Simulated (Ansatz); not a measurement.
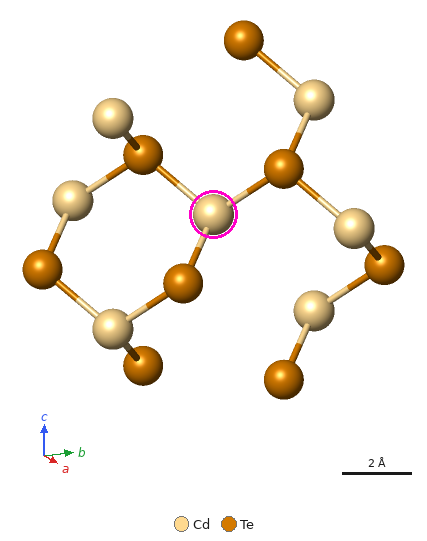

Perfect CdTe. The picture is a ball-and-stick view of the atoms within 5.4 Å of one point, in a slice 4.2 Å thick across the line of sight, seen slightly off an axis.

The calculation used DFT, PBE, plane-wave PAW, default files, scalar-relativistic, frozen cores (Ansatz 0.2.0). Settings: plane-wave cutoff 420 eV; k-point mesh 2 × 2 × 2; occupations fermi dirac; smearing width 0.01 eV; no spin polarisation. The axes drawn are those of the host's conventional cell.

A cadmium atom is replaced by zinc at the ringed place, in charge state 0. The supercell has 54 sites, and the atoms are relaxed at the host's cell.

### How do the neighbours respond?

In the host the Cd atom has 4 Te at 2.72 Å; the Zn atom ends with 4 Te at 2.57 Å. Of the host's atoms, a tellurium atom moves furthest from its site, by 0.15 Å. Relaxing the atoms from the host's sites lowers the energy by 0.32 eV.

The relaxed defect, seen from the same direction:

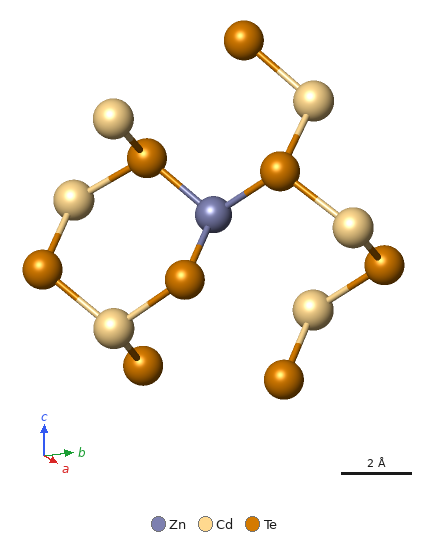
